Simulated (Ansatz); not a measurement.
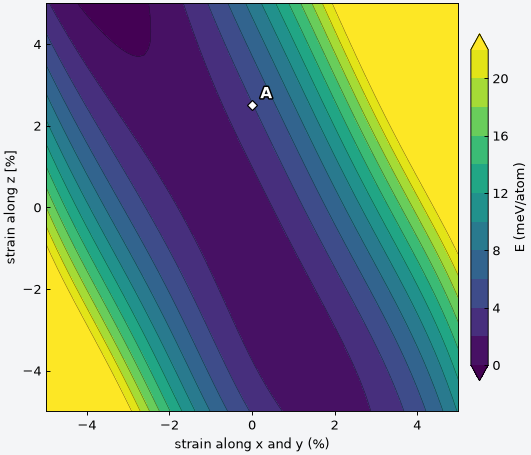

Ca (I4/mmm, No. 139; 1 atom in the cell). The cell is strained homogeneously, by one strain along x and y and another along z, with fractional coordinates fixed (x along [1 0 0], z along [0 0 1] of the conventional cell). First axis: strain along x and y. Second axis: strain along z. Grid: 5 × 5 points. Energies: meV/atom, counted from the lowest grid point. The reference cell is the one listed in the database, not relaxed at this level. Theory: DFT PBE, scalar-relativistic, plane waves, PAW (Ansatz 0.2.0). Settings: cutoff 420 eV, k-mesh 16×16×16, gaussian smearing 0.15 eV, no spin polarisation.

The picture shows filled contours, one colour for all values above the top of the scale, the point A. Between grid points the surface is interpolated.

### Is A at rest? If not, where is it pushed?

A, at strain along x and y = 0.0 %, strain along z = 2.5 %, is not a stationary point. The computed force is 3.4 meV/atom for each 1 % towards smaller values of strain along x and y and 1.5 meV/atom for each 1 % towards smaller values of strain along z.
